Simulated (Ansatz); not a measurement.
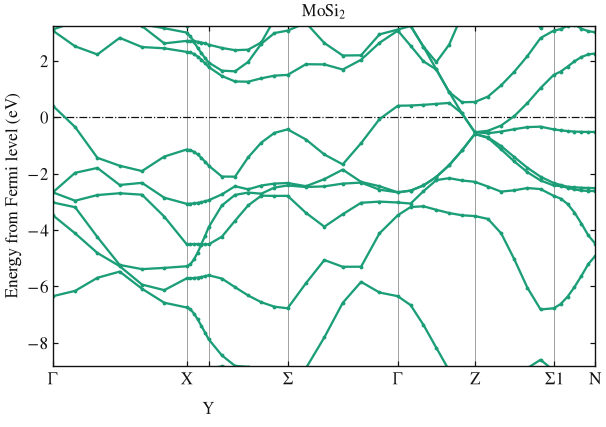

Band structure. Energies are counted from the Fermi level. The path runs straight from each named point to the next. The path has few k points, so lines between them are rough.

System: MoSi2, space group I4/mmm, 3 atoms in the primitive cell; a = 3.200 Å, c = 7.861 Å (tetragonal axes).

Computed with Ansatz 0.2.0: PBE, all-electron LAPW, no spin polarisation, no spin-orbit coupling, 12×12×12 k mesh, Fermi-Dirac smearing of 0.05 eV.

Does this material conduct, going by its bands?

Answer. A metal: bands cross the Fermi level along this path.

Which levels at Y lie nearest to the Fermi level?

Answer. At Y the nearest levels lie 1.72 eV below and 1.78 eV above the Fermi level.

Bands are joined in order of energy, so crossings between the computed points show as kinks or gaps. In reduced coordinates of the cell that was run, X is (0, 0, 0.5), Y is (−0.083, 0.083, 0.5), Σ is (−0.291, 0.291, 0.291), Z is (0.5, 0.5, −0.5), Σ1 is (0.291, 0.709, −0.291) and N is (0, 0.5, 0).
